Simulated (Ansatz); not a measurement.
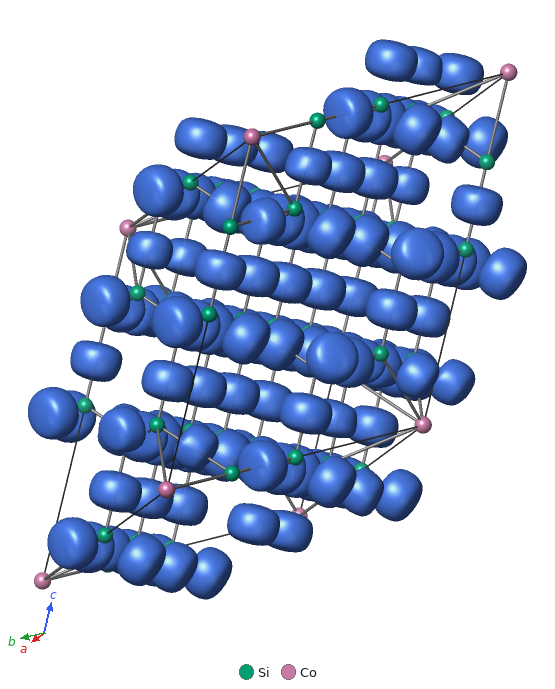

CoSi₃₂ (cell with a defect). Isosurface of the electron localisation function at 0.8 (blue), seen at an oblique angle. Core shells and regions of very low density are left out. Sticks mark near contacts.

Spin-polarised.

All numbers below come from DFT PBEsol, scalar-relativistic, plane waves, PAW (Ansatz 0.2.0).

Core electrons are frozen (PAW), and the valence fields are smoothed inside the atomic spheres.

Identify the bonds, lone pairs and shells in this picture.

Answer. The surface consists of 64 regions between bonded Si–Si atoms (shared pairs), counted in one cell of 33 atoms. Regions shared between cells count once. Profiles from the grid: Si–Si (2.33 Å): the ELF peaks at about 0.95 between the atoms. Co–Si (2.39 Å): the ELF peaks at about 0.60 in the valence shell of Si, 0.9 Å from its nucleus, and is about 0.40 at the midpoint.
